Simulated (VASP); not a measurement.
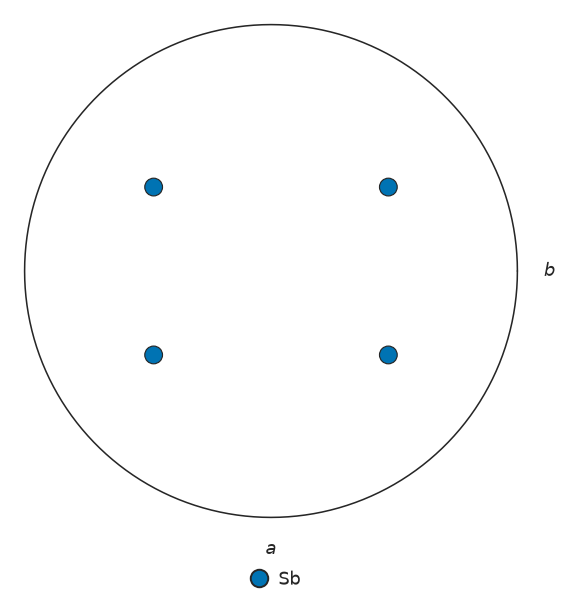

Crystal: Ga₃Sb, a model structure set up as the input of an electronic-structure calculation (not necessarily at equilibrium). Directions from one gallium atom at (1/2, 1/2, 0.754) to its bonded neighbours, in stereographic projection down c (filled: above the plane of the page or in it, open: below). Symmetry computed with spglib at a tolerance of 0.002 Å; standard conventional cell.

Neighbours are counted up to 3.18 Å for Sb.

```cif
data_structure
_symmetry_space_group_name_H-M 'P 1'
_symmetry_Int_Tables_number 1
_cell_length_a 3.2218
_cell_length_b 4.5043
_cell_length_c 6.3137
_cell_angle_alpha 90.000
_cell_angle_beta 90.000
_cell_angle_gamma 90.000
_cell_volume 91.62
loop_
_atom_site_label
_atom_site_type_symbol
_atom_site_fract_x
_atom_site_fract_y
_atom_site_fract_z
_atom_site_occupancy
Ga1 Ga 0.00000 0.00000 0.50000 1
Ga2 Ga 0.50000 0.50000 0.75392 1
Ga3 Ga 0.50000 0.50000 0.24608 1
Sb1 Sb 0.00000 0.00000 0.00000 1
```

How many neighbours are there, and at what angles?

Answer. 4: 4 Sb at 3.18 Å. Angles between bonds: 61° (2×), 90° (2×), 121° (2×).

What is the site's symmetry in the crystal?

Answer. Point group mm2 (C2v), order 4: one twofold axis, two mirror planes. In No. 47, Pmmm this is Wyckoff position 2t.
